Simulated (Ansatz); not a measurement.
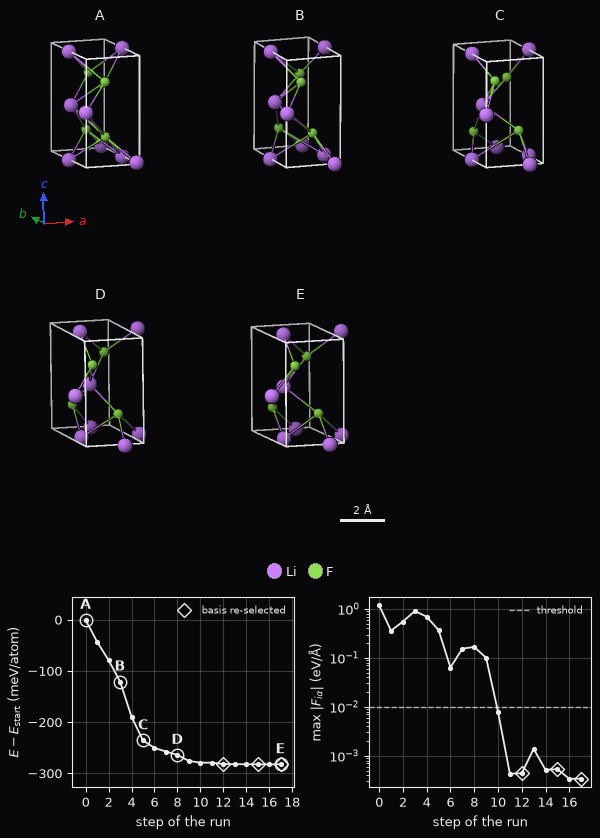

Frames of a relaxation of crystalline LiF (built on the CsCl type), marked on the history of the run. Style: ball-and-stick. Shown: the cell of the calculation, reduced to other axes, slightly off an axis. Lengths and directions refer to the drawn axes.

Case: shaken.

Level of theory: Ansatz, DFT, PBEsol, plane waves, PAW.

Input
```yaml
crystal:
  lattice:
    - [5.0143553001, -0.0022376507, 0.0284764442]
    - [-0.0022376507, 5.0010311129, -0.0178829334]
    - [0.0142382221, -0.0089414667, 2.5737996519]
  atoms:
    - { symbol: Li, position: [0.0146272265, -0.0020691913, -0.0522972946] }
    - { symbol: F, position: [0.227345333, 0.2791831545, 0.4699581585] }
    - { symbol: Li, position: [-0.0031190383, 0.5230262109, -0.009771564] }
    - { symbol: F, position: [0.2270173876, 0.7377723725, 0.5314805127] }
    - { symbol: Li, position: [0.4979227419, -0.0411101664, 0.0210988255] }
    - { symbol: F, position: [0.7471618793, 0.2557703628, 0.528935042] }
    - { symbol: Li, position: [0.4968950196, 0.4963360315, 0.0467104291] }
    - { symbol: F, position: [0.7405589907, 0.7818884165, 0.4954855408] }
kpoints:
  mp_grid: { grid: [4, 4, 8] }
hamiltonian:
  xc: pbesol
scf:
  occupations: { method: fermi_dirac, width: 0.05 }
relax:
  f_tol: 0.01
  cell: {}
  max_steps: 120
```

Run as
```bash
ansatz run input.yaml --threads 2 --pin off --max-ram 2211MiB --backend cpu --events-out ev --progress --plain --runs-dir out
```

Question: What happens along the run?

Answer: The atom that moves furthest relative to the cell is F2 (0.80 Å along [−2 1 0]). Largest moves by element: F 0.80 Å, Li 0.78 Å. The drawn cell changes as follows: a 2.574 → 2.786 Å (+8.2 %), b 5.001 → 4.827 Å (−3.5 %), c 5.014 → 4.810 Å (−4.1 %), β 89.4° → 90.0°, γ 89.6° → 90.0°; the volume changes by +0.2 %. Among the contacts that change: F2–Li3 2.136 → 3.435 Å, F4–Li5 2.184 → 3.435 Å, Li3–F8 2.239 → 3.435 Å, Li1–F4 2.270 → 3.435 Å. New bonds form: F2–Li5 (2.55 → 2.01 Å). Bonds break: F2–Li3 (2.14 → 3.43 Å), F4–Li5 (2.18 → 3.43 Å), Li1–F4 (2.27 → 3.43 Å), Li3–F8 (2.24 → 3.43 Å). Bond angles that change, for instance: F2–Li3–F8 108.2° → 180.0°, F4–Li5–F6 110.3° → 180.0°, F2–Li7–F8 115.6° → 180.0°. The space group (tolerance 0.01 Å) goes from P1 (No. 1) to P6_3/mmc (No. 194). The energy falls by 282 meV per atom in 14 accepted moves (17 points after the start). The largest force component goes from 1.2 to 0.00034 eV/Å. The pressure goes from 1.65 to 0.01 GPa. The SCF was repeated 3 times at an unchanged geometry on a basis and grid sized afresh for the cell, which shifted the energy by 2.8 meV per atom at most. Cost: 74 s on 2 threads of Arm Neoverse V2 (shared host), peak memory 0.37 GiB. From step 0 to 3: F2 moves most (0.45 Å), volume +1.7 %, energy −120 meV per atom. From step 3 to 5: F8 moves most (0.39 Å), volume +0.6 %, energy −115 meV per atom. From step 5 to 8: Li atoms move most (0.53 Å), volume −0.5 %, energy −28.4 meV per atom. From step 8 to 17: Li7 moves most (0.32 Å), volume −1.5 %, energy −18.4 meV per atom.
